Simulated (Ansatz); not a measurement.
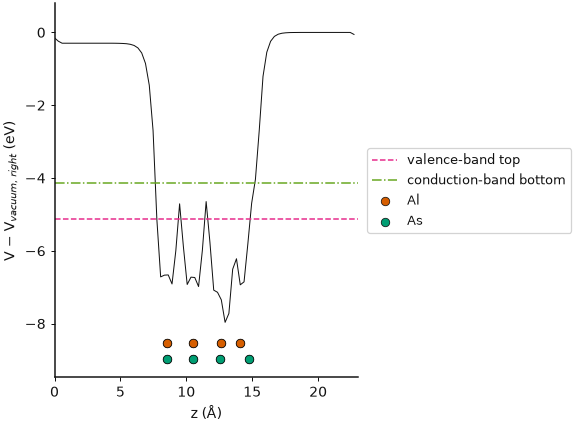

Plane-averaged electrostatic potential energy of an electron across the slab; circles at the bottom mark the heights of the atoms (positions after relaxation).

This input was run:

```
crystal:
  lattice:
    - [8.0103882432, 0.0, 0.0]
    - [0.0, 5.6641998467, 0.0]
    - [0.0, 0.0, 23.0077911824]
  atoms:
    - { symbol: Al, position: [0.25, 0.5, 0.3694400707] }
    - { symbol: Al, position: [0.75, 0.5, 0.3694400707] }
    - { symbol: As, position: [0.5, 0.25, 0.3694400707] }
    - { symbol: As, position: [0.0, 0.25, 0.3694400707] }
    - { symbol: Al, position: [0.5, 0.0, 0.4564800236] }
    - { symbol: Al, position: [0.0, 0.0, 0.4564800236] }
    - { symbol: As, position: [0.75, 0.75, 0.4564800236] }
    - { symbol: As, position: [0.25, 0.75, 0.4564800236] }
    - { symbol: Al, position: [0.75, 0.5, 0.5435199764] }
    - { symbol: Al, position: [0.25, 0.5, 0.5435199764] }
    - { symbol: As, position: [0.0, 0.25, 0.5435199764] }
    - { symbol: As, position: [0.5, 0.25, 0.5435199764] }
    - { symbol: Al, position: [0.0, 0.0, 0.6305599293] }
    - { symbol: Al, position: [0.5, 0.0, 0.6305599293] }
    - { symbol: As, position: [0.25, 0.75, 0.6305599293] }
    - { symbol: As, position: [0.75, 0.75, 0.6305599293] }
basis:
  ecutwfc: 420
kpoints:
  mp_grid: { grid: [4, 5, 1] }
hamiltonian:
  xc: pbe
  dispersion: d3bj
scf:
  occupations: { method: gaussian, width: 0.05 }
output:
  forces: true
  eigenvalues: true
relax:
  adjacent_minimum: "off"
  f_tol: 0.03
  max_steps: 70
  constraints: [{ sites: [0, 1, 2, 3, 4, 5, 6, 7] }]
efield:
  axis: 3
  dipole_correction: true
  ramp_width: 0.04
```

Launched with:
```bash
ansatz run input.yaml --threads 4 --pin off --max-ram 10240MiB --backend cpu --events-out ev --progress --plain --runs-dir out
```

Q: What are the ionisation potential and the electron affinity of the slab?

A: From the vacuum level at the right face the ionisation potential is 5.13 eV and the electron affinity 4.13 eV; at the left face they are 4.84 and 3.83 eV. The slab's gap, their difference before rounding, is 1.00 eV.

Q: Do the two faces differ, and what does that say about the slab's dipole?

A: The vacuum levels differ by 0.30 eV, so the slab carries a dipole along its normal. Some atoms were held fixed in the relaxation, which can itself make the faces differ.

Q: How thick are slab and vacuum?

A: The outermost atoms are 6.2 Å apart, which leaves 16.8 Å of vacuum in a cell 23.0 Å high.
